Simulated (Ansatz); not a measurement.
Sn8O15 (cell with a defect)

Input

```
crystal:
  lattice:
    - [-4.7684401835, 4.7684401835, 0.0]
    - [-4.7684401835, -4.7684401835, 0.0]
    - [4.7684401835, 0.0, 6.42479141]
  atoms:
    - { symbol: Sn, position: [0.6196307524, 0.1224292435, 0.244653683], spin: 0.667 }
    - { symbol: Sn, position: [0.875, 0.375, 0.75] }
    - { symbol: Sn, position: [0.125, 0.625, 0.25] }
    - { symbol: Sn, position: [0.375, 0.875, 0.75] }
    - { symbol: Sn, position: [0.0016053564, 0.9958874602, 0.0020676491], spin: 0.667 }
    - { symbol: Sn, position: [0.254905315, 0.246234299, 0.4992919406], spin: 0.667 }
    - { symbol: Sn, position: [0.5, 0.5, 0.0] }
    - { symbol: Sn, position: [0.75, 0.75, 0.5] }
    - { symbol: O, position: [0.1812544396, 0.375, 0.75] }
    - { symbol: O, position: [0.4312544396, 0.625, 0.25] }
    - { symbol: O, position: [0.6812544396, 0.875, 0.75] }
    - { symbol: O, position: [0.3187455604, 0.125, 0.25] }
    - { symbol: O, position: [0.5687455604, 0.375, 0.75] }
    - { symbol: O, position: [0.8187455604, 0.625, 0.25] }
    - { symbol: O, position: [0.0687455604, 0.875, 0.75] }
    - { symbol: O, position: [0.5, 0.1937455604, 0.0] }
    - { symbol: O, position: [0.75, 0.4437455604, 0.5] }
    - { symbol: O, position: [0.0, 0.6937455604, 0.0] }
    - { symbol: O, position: [0.25, 0.9437455604, 0.5] }
    - { symbol: O, position: [0.5, 0.8062544396, 0.0] }
    - { symbol: O, position: [0.75, 0.0562544396, 0.5] }
    - { symbol: O, position: [0.0, 0.3062544396, 0.0] }
    - { symbol: O, position: [0.25, 0.5562544396, 0.5] }
  host:
    lattice:
      - [4.7684401835, 0.0, 0.0]
      - [0.0, 4.7684401835, 0.0]
      - [0.0, 0.0, 3.212395705]
    atoms:
      - { symbol: Sn, position: [0.5, 0.5, 0.5] }
      - { symbol: Sn, position: [0.0, 0.0, 0.0] }
      - { symbol: O, position: [0.1937455604, 0.8062544396, 0.5] }
      - { symbol: O, position: [0.8062544396, 0.1937455604, 0.5] }
      - { symbol: O, position: [0.3062544396, 0.3062544396, 0.0] }
      - { symbol: O, position: [0.6937455604, 0.6937455604, 0.0] }
basis:
  ecutwfc: 420
  xc_grid: 2
kpoints:
  mp_grid: { grid: [3, 3, 3], shift: [0.0, 0.0, 0.0] }
hamiltonian:
  xc: pbesol
scf:
  occupations: { method: gaussian, width: 0.02 }
  lower_state_search: "off"
output:
  forces: true
  stress: false
  eigenvalues: true
  populations: true
  charged_corrections:
    defect_position: [0.93125444, 0.125, 0.25]
    epsilon: [[13.4816, 0.0, 0.0], [0.0, 13.4816, 0.0], [0.0, 0.0, 10.4263]]
  write_density: true
  write_potential: true
  elf: true
  volumetric_format: npy
magnetization:
  spin_polarized: true
relax:
  adjacent_minimum: "off"
  f_tol: 0.03
  max_steps: 40
```

Command:

```sh
ansatz run input.yaml --threads 8 --pin off --max-ram 16384MiB --backend cpu --events-out ev --progress --plain --runs-dir out
```

The fields are those of the run's last geometry, not of the input's.

The program warned that a starting moment wasn't kept; spin-polarised, but the moments vanished.

Level of theory: DFT PBEsol, scalar-relativistic, plane waves, PAW in Ansatz.

Core electrons are frozen (PAW), and the valence fields are smoothed inside the atomic spheres.

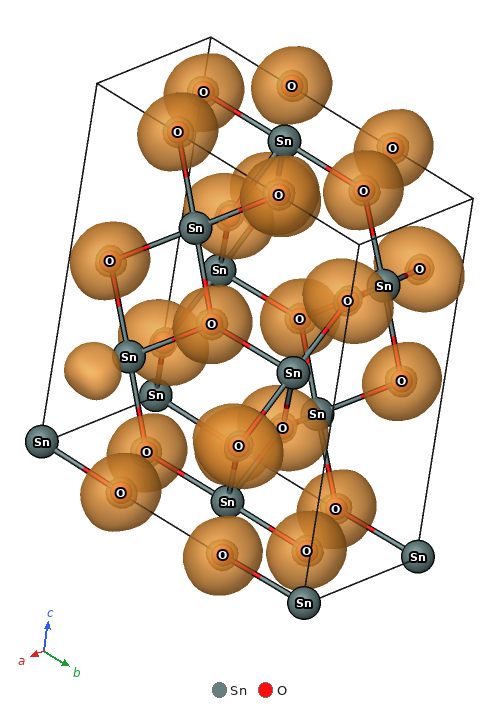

Figure 1. Isosurface of the ELF at 0.65 (orange), seen slightly off an axis. Only the valence region is drawn (cores and ρ < 0.01 e/Å³ removed). Sticks mark near contacts.

What do the ELF domains correspond to?

Answer. The ELF exceeds this value in 15 regions wrapped around O (the valence shell of each) and one pocket between the atoms, centred on no nucleus (multi-centre or interstitial), counted in one cell of 23 atoms. Any copies at cell faces, edges or corners count once. Profiles from the grid: Sn–O (2.06 Å): the ELF peaks at about 0.80 in the valence shell of O, 0.6 Å from its nucleus, and is about 0.25 at the midpoint (no localised pair shows between them). Sn–O (2.10 Å): the ELF peaks at about 0.80 in the valence shell of O, 0.6 Å from its nucleus, and is about 0.25 at the midpoint: no localised pair shows between them.

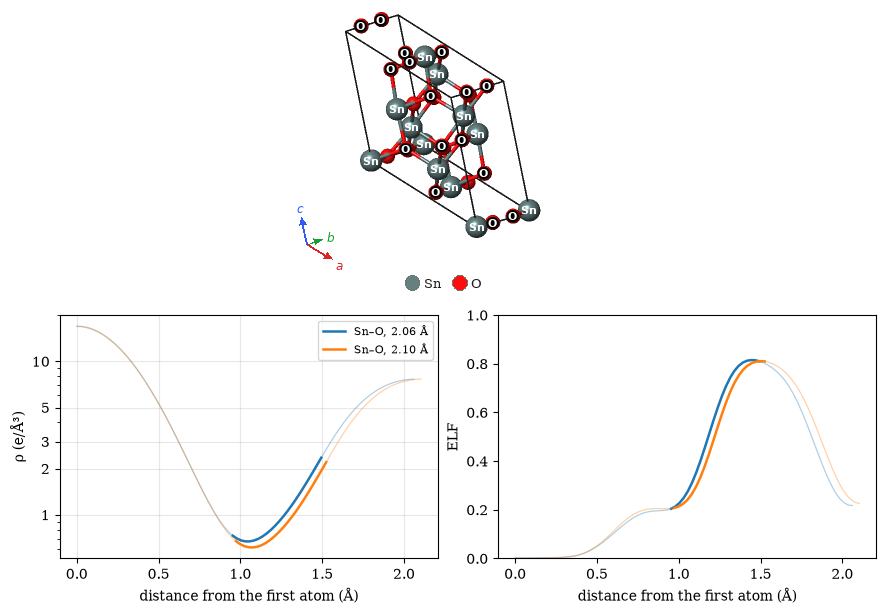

Figure 2. Valence electron density and electron localisation function along straight lines between neighbouring atoms. Thin, pale parts lie inside the atomic spheres. The structure is drawn too.

Compare the contacts.

Answer. Sn–O (2.06 Å): ρ is about 0.67 e/Å³ halfway; the ELF peaks at about 0.80 in the valence shell of O, 0.6 Å from its nucleus, and is about 0.25 at the midpoint: no shared electron pair shows on this line.
Sn–O (2.10 Å): ρ is about 0.61 e/Å³ halfway; the ELF peaks at about 0.80 in the valence shell of O, 0.6 Å from its nucleus, and is about 0.25 at the midpoint: no shared electron pair shows on this line.

Does the calculation make it a metal, or give it a gap?

Answer. It is gapped, with a Kohn–Sham gap of 1.2 eV on the k-point mesh (the band edges may lie off the mesh, which would make the gap smaller).
